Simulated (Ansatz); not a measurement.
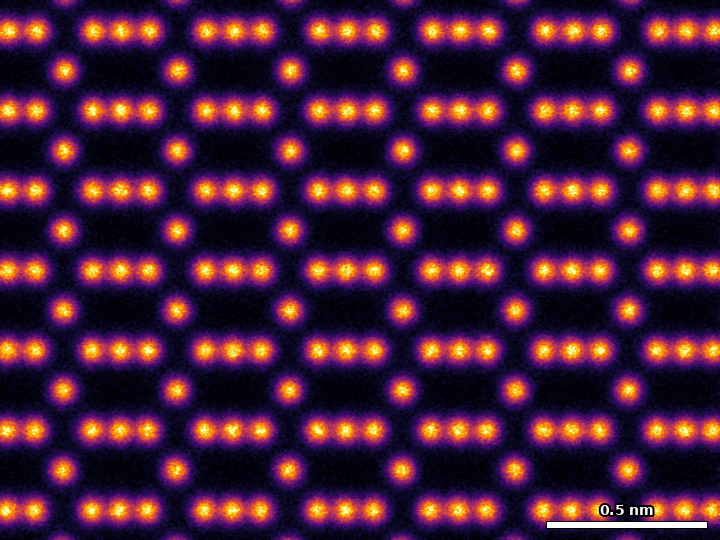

HAADF-like image of Mo (Pm-3n, No. 223). Simulated incoherent Z contrast: every atom adds Z^1.7 spread by a probe of 0.62 Å full width; channelling and multiple scattering are left out. The probe carries 25 % of its weight in a tail 2.5 times as wide. Shot noise and a slight drift were added. Structure: the end point of a relaxation with DFT, r2SCAN, plane waves (500 eV) with PAW, scalar-relativistic in Ansatz 0.2.0; the starting structure was generated, so it need not be a known form of this composition.

```cif
data_structure
_symmetry_space_group_name_H-M 'Pm-3n'
_symmetry_Int_Tables_number 223
_cell_length_a 5.0252
_cell_length_b 5.0252
_cell_length_c 5.0252
_cell_angle_alpha 90.000
_cell_angle_beta 90.000
_cell_angle_gamma 90.000
_cell_volume 126.90
loop_
_atom_site_label
_atom_site_type_symbol
_atom_site_symmetry_multiplicity
_atom_site_Wyckoff_symbol
_atom_site_fract_x
_atom_site_fract_y
_atom_site_fract_z
_atom_site_occupancy
Mo1 Mo 2 a 0.00000 0.00000 0.00000 1
Mo2 Mo 6 c 0.25000 0.00000 0.50000 1
```

**Which beam direction gives this image, [110], [221] or [210]? (Directions equivalent by symmetry count as one.)**

[110]. The projected cells are 2.51 × 3.55 Å, 90° for [110]; 2.37 × 3.75 Å, 108° for [221]; 2.25 × 5.03 Å, 90° for [210], and the image repeats as the [110] one does.
